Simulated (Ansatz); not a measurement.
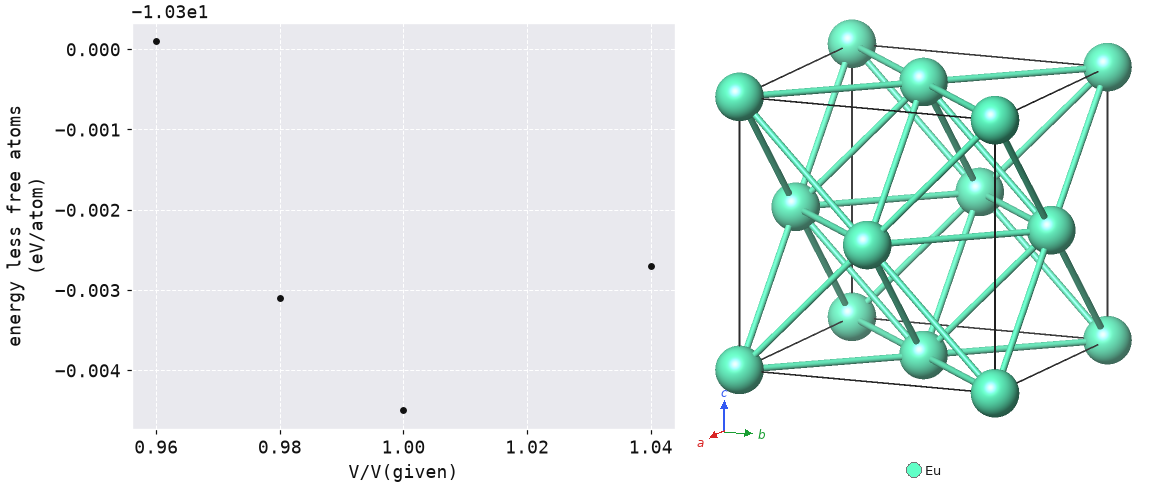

The picture above shows the energy less free atoms against V/V(given) for Eu, space group Fm-3m (No. 225). The conventional cell is drawn beside the plot.

Cell as given: a = 3.878 Å, b = 3.878 Å, c = 3.878 Å, α = 60.00°, β = 60.00°, γ = 60.00°; 1 atom.

Method: periodic Kohn-Sham DFT of a crystal at fixed atoms, scaled to the stated factor times the given cell, energy less spherical unpolarised free atoms (Ansatz 0.2.0). Level: PBE, collinear spin. The state reached is ferromagnetic.

- method: all-electron LAPW
- relativity: scalar
- k mesh: 12×12×12
- occupations: Fermi–Dirac
- smearing width: 0.03 eV
- basis error target: 1 (meV/atom)
- nucleus: Gaussian

V(given) is 41.22 Å³/atom.

The point at V/V(given) 1.02 is left out of the plot. What does the calculation give there?

| V/V(given) | energy less free atoms (eV/atom) |
| --- | --- |
| 1.02 | −10.3043 |

Note: no spin-orbit coupling on heavy atoms; open f shell, the state may not be the lowest.
